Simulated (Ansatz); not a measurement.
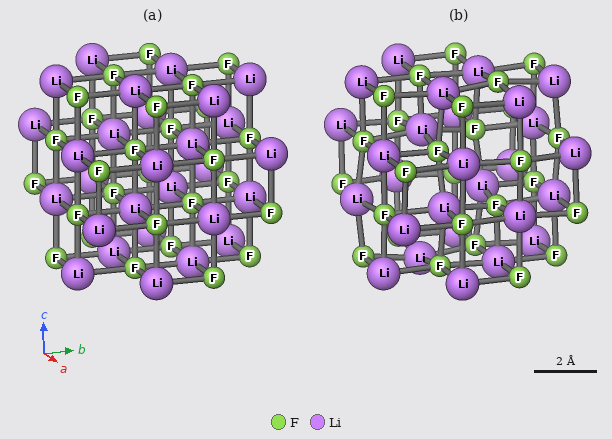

Left: perfect LiF. Right: the same region with a pair of point defects, after relaxing the atoms in a supercell of 64 sites. The picture is a ball-and-stick view of the atoms within 5.0 Å of one point, seen slightly off an axis.

Theory: DFT, PBEsol, PAW, plane waves in Ansatz. Set-up: plane-wave cutoff 420 eV; k-point mesh 1 × 1 × 1; mesh shifted by (0.25, 0.25, 0.25); no spin polarisation. Fermi-Dirac smearing of 0.01 eV. The axes drawn are those of the host's conventional cell.

Which defect is it?

Answer. A lithium atom is taken out (a vacancy) and a fluorine atom is taken out (a vacancy), the two sites 3.5 Å apart.

The charge state of the cell is 0.

How does the lattice respond?

Answer. Around the empty Li site the host had 6 F at 2.00 Å; after relaxation the nearest atoms are 6 F at 2.09 to 2.13 Å. Around the empty F site the host had 6 Li at 2.00 Å; after relaxation the nearest atoms are 6 Li at 2.17 to 2.20 Å. Of the host's atoms, a lithium atom moves furthest from its site, by 0.20 Å.

Limits of the set-up: the periodic images lie only 8.0 Å apart, so the values are limited by the cell's size.
